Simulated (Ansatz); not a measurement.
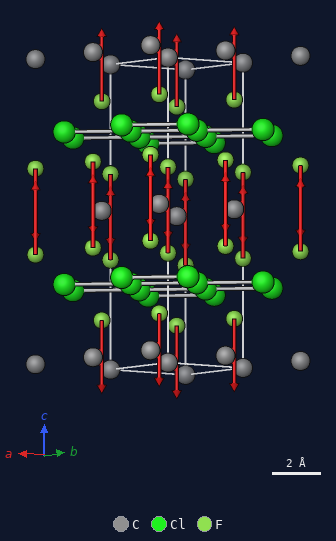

A relaxation of a crystal of CCl2F2 (built on the BaCu2S2-139 type type). The starting structure is drawn; red arrows show the displacements (the part carried along by the change of the cell is left out), 3 times their true length.

A ball-and-stick model of the conventional cell (2 times the calculation's cell), repeated 2 × 2 × 1 with one cell outlined, seen from a free direction. Lengths and directions refer to the drawn axes.

Theory: DFT, PBEsol, plane waves, PAW in Ansatz. Settings: plane-wave cutoff 420 eV; k-point mesh 8 × 8 × 8; occupations fermi dirac; smearing width 0.03 eV; no spin polarisation; cell and atoms relaxed; force threshold 0.01 eV/Å; at most 120 steps.

Question: What did the optimiser do to the structure, and how much energy did it gain?

Answer: The largest moves relative to the cell, 1.03 Å, are those of F atoms. C and Cl stay in place. The drawn cell changes as follows: a = b 3.951 → 3.252 Å (−17.7 %), c 12.811 → 15.518 Å (+21.1 %); the volume changes by −17.9 %. Some distances before and after: Cl–Cl 2.794 → 2.300 Å. The space group stays I4/mmm (No. 139). Over 16 accepted moves (20 points after the start) the energy falls by 704 meV per atom. Largest force component: 1.4 eV/Å at the start, 0.00022 eV/Å at the end. The pressure goes from −2.14 to 0.02 GPa. The SCF was repeated 4 times at an unchanged geometry on a basis and grid sized afresh for the cell, which shifted the energy by 9.5 meV per atom at most. The run took 73 s on 2 threads of Arm Neoverse V1, on a shared host, peak memory 0.42 GiB.

Limits of the set-up: layers or molecules are held without a dispersion correction, so their spacing is unreliable.
